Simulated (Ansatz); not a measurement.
Read the following structure.

```yaml
crystal:
  lattice:
    - [3.85744, 0.00000, 0.00000]
    - [0.00000, 3.85744, 0.00000]
    - [0.00000, 0.00000, 3.85744]
  atoms:
    - { symbol: Ti, position: [0.00000, 0.00000, 0.00000] }
    - { symbol: Al, position: [0.50000, 0.50000, 0.00000] }
    - { symbol: Al, position: [0.50000, 0.00000, 0.50000] }
    - { symbol: Al, position: [0.00000, 0.50000, 0.50000] }
```

Question: Summarise the structure in words.

Answer: The stoichiometry is TiAl3. Space group: Pm-3m (No. 221). Lattice: primitive cubic. In terms of structure types, this is Cu₃Au (L1₂) type. Content of the cell: 1 Ti, 3 Al (Z = 1). Ti bonds to twelve Al in a cuboctahedral arrangement at 2.73 Å. Al is linked to eight Al and four Ti in a cuboctahedral arrangement (2.73 Å to Al, 2.73 Å to Ti). The bonds build a three-dimensional framework.

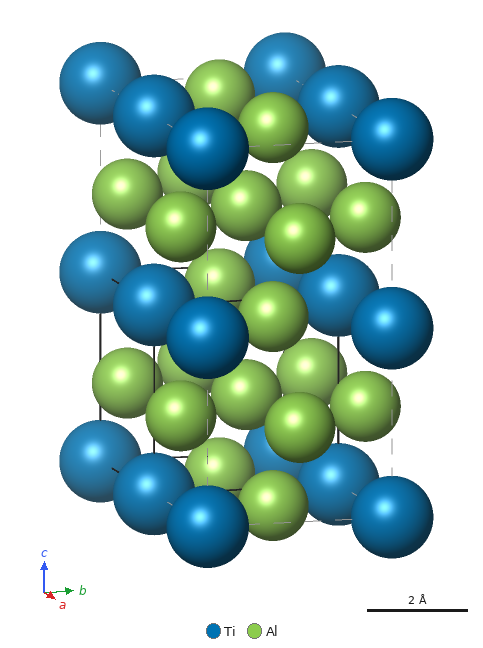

Spheres-only representation of a periodic structure, projected slightly off an axis. The drawing covers 2×1×2 cells, and the solid lines enclose one conventional unit cell. Colours: titanium blue, aluminium green.

The initial geometry was a structure listed in the Materials Project. It was relaxed with DFT PBE, scalar-relativistic, plane waves, PAW in Ansatz under a constraint or pressure on the cell, so some stress remains.

At this level of theory the cell isn't at rest (compressed, at 12 GPa), so its distances can differ from those at equilibrium, the more so the softer the solid.
